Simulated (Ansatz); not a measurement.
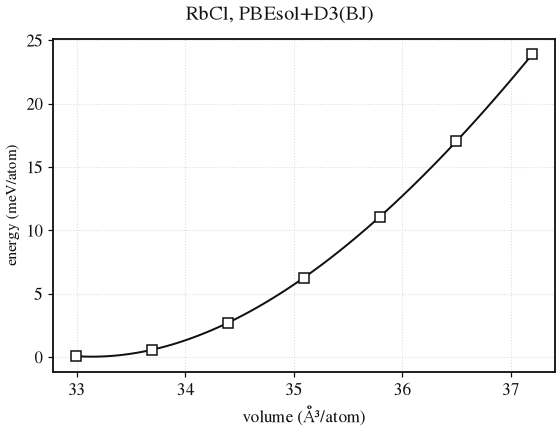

The figure shows the energy against volume for RbCl, space group Fm-3m (No. 225).

The given structure:
```cif
data_structure
_symmetry_space_group_name_H-M 'P 1'
_symmetry_Int_Tables_number 1
_cell_length_a 4.6301
_cell_length_b 4.6301
_cell_length_c 4.6301
_cell_angle_alpha 60.000
_cell_angle_beta 60.000
_cell_angle_gamma 60.000
_cell_volume 70.19
loop_
_atom_site_label
_atom_site_type_symbol
_atom_site_fract_x
_atom_site_fract_y
_atom_site_fract_z
_atom_site_occupancy
Rb1 Rb 0.00000 0.00000 0.00000 1
Cl1 Cl 0.50000 0.50000 0.50000 1
```

Calculation (Ansatz 0.2.0): all-electron LAPW DFT, no spin polarisation; energies at scaled volumes of the given cell, shape and fractions fixed, counted from the fit's minimum, third-order Birch-Murnaghan fit. Level: PBEsol with D3(BJ).

k mesh 7×7×7; occupations Fermi–Dirac; smearing width 0.05 eV; potentials all electron LAPW, scalar relativistic; program settings basis error eV/atom 0.001.

From this curve and the settings, what does the calculation give for the pressure at the same points?

The pressure falls from 0.09 GPa at volume 32.99 Å³/atom to −1.68 GPa at 37.20 Å³/atom.

| volume (Å³/atom) | pressure (GPa) |
| --- | --- |
| 32.99 | 0.09 |
| 33.69 | −0.31 |
| 34.39 | −0.66 |
| 35.09 | −0.97 |
| 35.80 | −1.23 |
| 36.50 | −1.47 |
| 37.20 | −1.68 |
